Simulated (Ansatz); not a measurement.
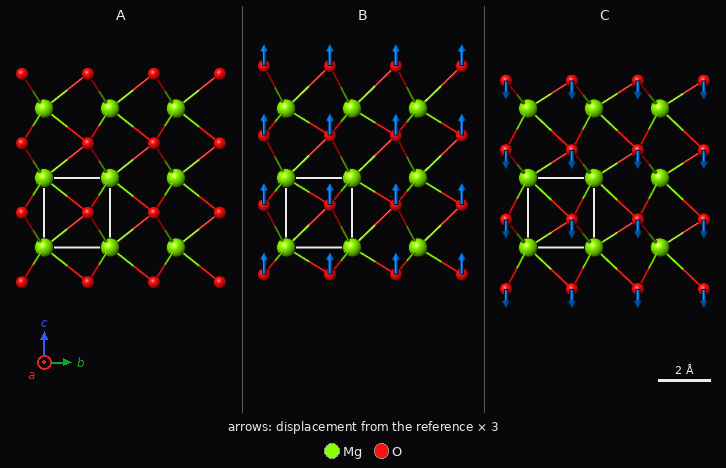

Energy scan for a crystal of MgO (P-6m2), in which the whole O sublattice is shifted rigidly, towards the nearest copy of atom 2 (O) at 2.680 Å, all else fixed. Style: ball-and-stick. Shown: the cell of the calculation, repeated 2 × 2 × 2 with one cell outlined, along the a axis. Blue arrows: displacements from the reference.

Theory: Ansatz 0.2.0, DFT PBEsol, scalar-relativistic, plane waves, PAW. (plane-wave cutoff 420 eV; k-point mesh 9 × 9 × 8; occupations gaussian; smearing width 0.05 eV; no spin polarisation). Energies (free energies at the smearing named) are counted from the cell as listed in its source, which wasn't relaxed.

Order these geometries by energy, lowest first.

Lowest first: A (the displacement 0.00 Å, 0.0 meV/cell), C (the displacement 0.2625 Å, 118.1 meV/cell), B (the displacement −0.30 Å, 155.2 meV/cell). Over the whole scan: the lowest computed point lies at the displacement 0.00 Å (0.0 meV/cell). The end points stand at 155.2 meV/cell (−0.30 Å) and 155.2 meV/cell (0.30 Å). The curvature at zero is about 3.3 eV/Å² per cell. The well is symmetric. At the highest point the shortest interatomic distance is 1.99 Å, against 2.16 Å in the reference. The distortion takes the space group from P-6m2 to P3m1.
